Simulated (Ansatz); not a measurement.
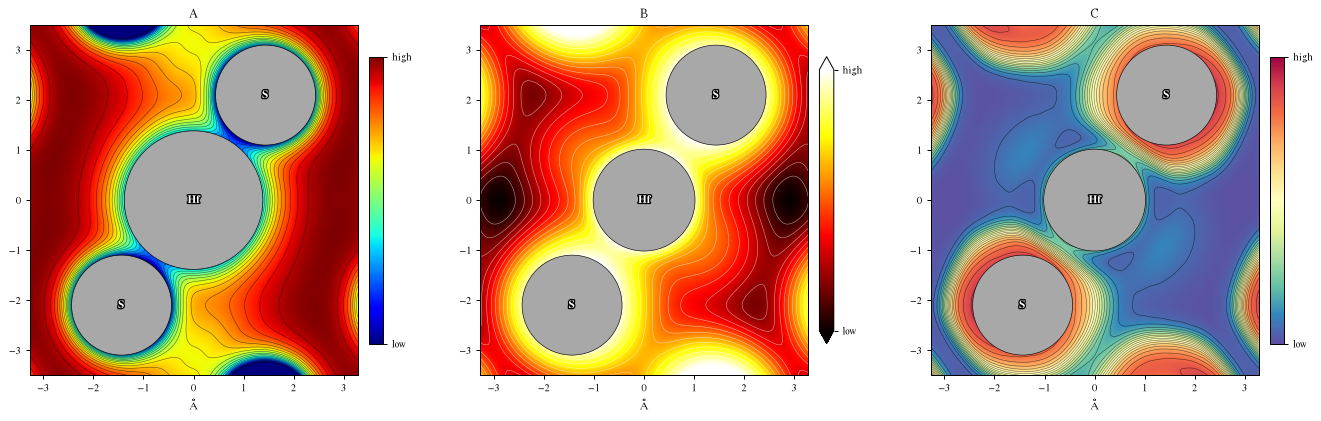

HfS2: 3 fields on the (110) plane of the conventional cell, with unlabelled colour scales. Grey discs cover the atomic cores.

Space group P-3m1; started from the 1T (CdI2) bulk prototype, which need not be the ambient phase; changed on purpose from its base cell (uniaxial z strain -0.5%).

These are results of DFT, r2SCAN, plane waves, PAW in Ansatz, not measurements.

Question: The panels show electron localisation function, electrostatic potential energy of an electron and valence pseudo-density in some order. Assign them.

Answer: Panel A: electrostatic potential energy of an electron (low next to the atoms, rising into the space between them). Panel B: valence pseudo-density. Panel C: electron localisation function. From the grid: Hf–S (2.54 Å): ρ is about 0.47 e/Å³ halfway; the ELF peaks at about 0.85 in the valence shell of S, 0.8 Å from its nucleus, and is about 0.40 at the midpoint.
